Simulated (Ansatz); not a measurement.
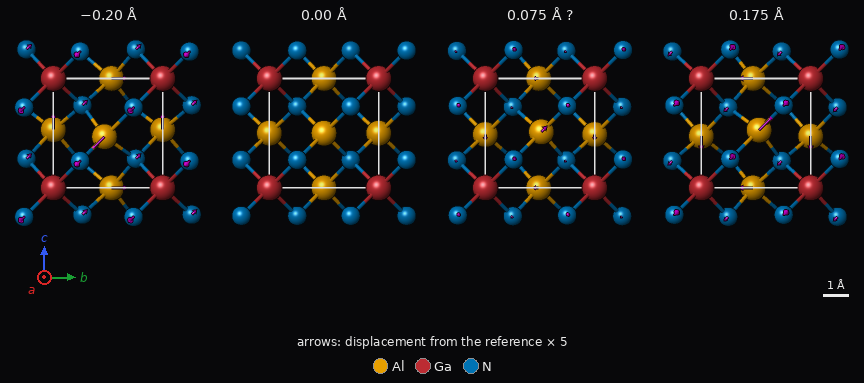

Energy scan for crystalline Al₃GaN₄ (P-43m), in which a normal mode at the zone centre (one arbitrary combination within a set of 3 degenerate modes) is frozen in with the cell fixed, the amplitude being the largest displacement of an atom. The picture is a ball-and-stick view of the cell of the calculation, seen along the a axis. Purple arrows: displacements from the reference.

Level of theory: Ansatz 0.2.0, DFT r2SCAN, scalar-relativistic, plane waves, PAW. Set-up: plane-wave cutoff 500 eV; k-point mesh 6 × 6 × 6; occupations gaussian; smearing width 0.05 eV; no spin polarisation. Energies (free energies at the smearing named) are counted from the relaxed crystal.

```tsv
largest displacement (Å)	E − E(ref) (meV/cell)
−0.200	577
−0.100	145
0.000	0
0.025	9
0.050	36
0.075	?
0.125	226
0.150	325
0.175	442
```

Estimate the missing energy from the other rows, and compare with the calculation.

Answer. A straight line between the two neighbours gives 99 meV/cell. A cubic through the four nearest rows (0.025, 0.050, 0.125, 0.150) gives, with Lagrange weights, (−0.3000)(9) + (1.0000)(36) + (0.5000)(226) + (−0.2000)(325) = 81 meV/cell. The calculation gives 81 meV/cell, so the cubic is right to the digits shown and the straight line 18 meV/cell too high, as the curve bends upwards here.

The whole profile:

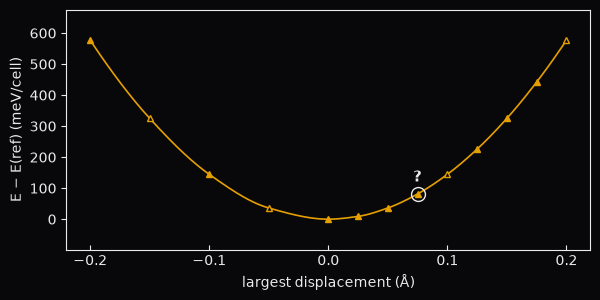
